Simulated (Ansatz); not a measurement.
BeS (space group F-43m, No. 216): the geometry relaxed with Ansatz 0.2.0, DFT, PBE, plane waves, PAW.

```xyz
8
Lattice="4.8758 0.0000 0.0000 0.0000 4.8758 0.0000 0.0000 0.0000 4.8758" Properties=species:S:1:pos:R:3 pbc="T T T"
Be    0.0000    0.0000    0.0000
S     1.2190    1.2190    3.6569
Be    0.0000    2.4379    2.4379
S     1.2190    3.6569    1.2190
Be    2.4379    0.0000    2.4379
S     3.6569    1.2190    1.2190
Be    2.4379    2.4379    0.0000
S     3.6569    3.6569    3.6569
```

Bonds are taken as Be–S below 2.4 Å. The graph is simplified in the usual way: terminal and isolated atoms are pruned, two-connected atoms become edges.

What net does this leave?

The result is a uninodal 4-connected, three-periodic net: Be and S are 4-connected nodes. It is the dia net, known from diamond, zinc blende and cristobalite. It is a single net, without interpenetration.

```
    node  links  point symbol  coordination sequence
Be and S      4           6^6       4 12 24 42 64 92
```

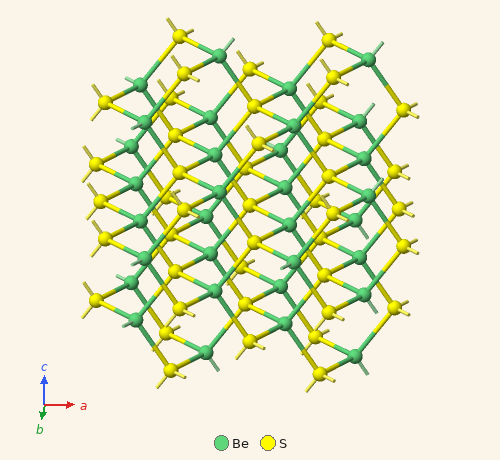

Nodes are coloured by element. Edges to nodes outside the piece are drawn as stubs.
